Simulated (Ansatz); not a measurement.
System: Sn₃Se, space group Pm-3m (No. 221).

Structure:
```yaml
crystal:
  lattice:
    - [4.74188, 0.00000, 0.00000]
    - [0.00000, 4.74188, 0.00000]
    - [0.00000, 0.00000, 4.74188]
  atoms:
    - { symbol: Sn, position: [0.50000, 0.50000, 0.00000] }
    - { symbol: Sn, position: [0.50000, 0.00000, 0.50000] }
    - { symbol: Sn, position: [0.00000, 0.50000, 0.50000] }
    - { symbol: Se, position: [0.00000, 0.00000, 0.00000] }
```

How it was computed, with Ansatz 0.2.0: all-electron LAPW DFT, no spin polarisation; energies at scaled volumes of the given cell, shape and fractions fixed, counted from the fit's minimum, third-order Birch-Murnaghan fit. Level: PBEsol.

| setting | value |
| --- | --- |
| k mesh | 6×6×6 |
| occupations | Fermi–Dirac |
| smearing width | 0.05 eV |
| potentials | all electron LAPW, scalar relativistic |
| program settings | basis error eV/atom 0.001 |

Predict the energy and pressure against volume. The volume takes the values 25.06, 25.59, 26.12, 26.66, 27.19, 27.72, 28.26 Å³/atom.

A third-order Birch–Murnaghan fit gives V0 = 25.25 Å³/atom, B0 = 54.7 GPa and B′ = 4.2. The energy rises from 0.27 meV/atom at volume 25.06 Å³/atom to 50.07 meV/atom at 28.26 Å³/atom. The pressure falls from 0.43 GPa at volume 25.06 Å³/atom to −4.84 GPa at 28.26 Å³/atom, and changes sign near 25.26 Å³/atom.

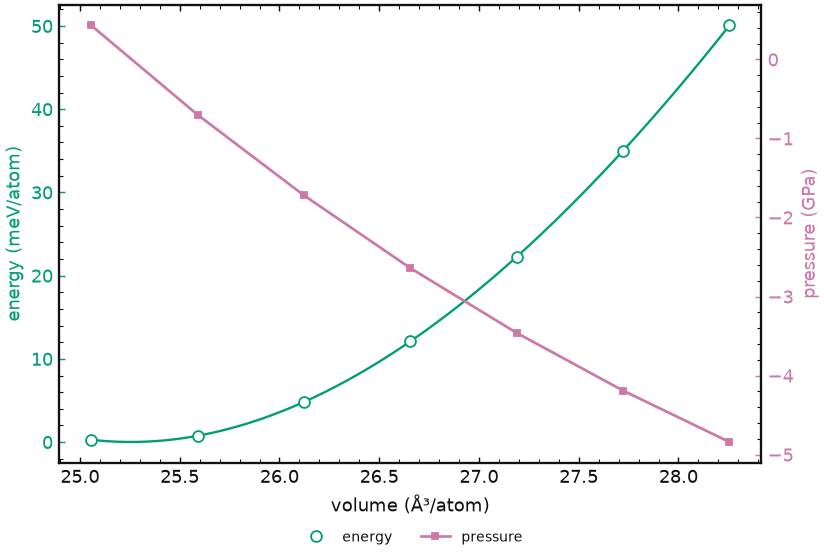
